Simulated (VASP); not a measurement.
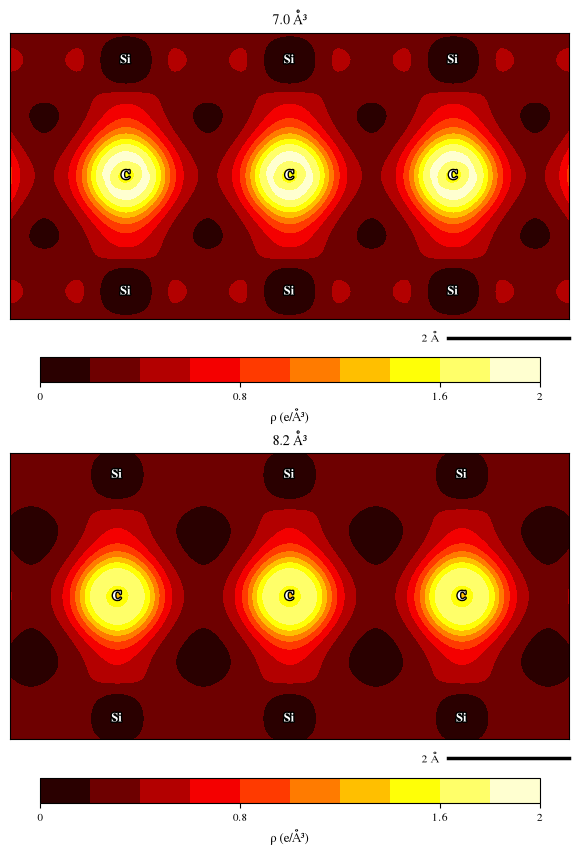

SiC. The valence charge density (pseudo) of cells scaled evenly to different volumes (given per atom above each panel), on the (101̄) plane of each (indices in the axes of the cell below), at one length scale and on one colour scale.

A generated structure, not necessarily the stable one.

These are results of VASP, Kohn-Sham DFT of a periodic cell, PBE, VASP PAW PBE potentials, recommended, not measurements.

Core electrons are frozen (PAW), and the valence fields are smoothed inside the atomic spheres.

The largest cell:

```
C Si
1.0
     0.00000    2.01604    2.01604
     2.01604    0.00000    2.01604
     2.01604    2.01604    0.00000
C Si
1 1
Direct
  0.00000 0.00000 0.00000
  0.50000 0.50000 0.50000
```

| volume (Å³/atom) | Si–C contact in the plane (Å) | ρ at its midpoint (e/Å³) | pressure (GPa) | 
| --- | --- | --- | --- |
| 7.01 | 1.914 | 0.787 | 62.8 | 
| 8.01 | 2.001 | ? | ? | 
| 8.19 | 2.016 | 0.670 | 4.9 | 

**Estimate the missing row, and compare with the calculation.**

Over the known rows ln ρ falls by 1.58 per Å of Si–C distance (the line through the two), which gives 0.686 e/Å³ at 2.001 Å; the calculation gives 0.686 e/Å³. For the pressure, a straight line in volume between the neighbouring rows gives 13.7 GPa; the calculation gives 11.1, lower because pressure rises ever faster on compression.
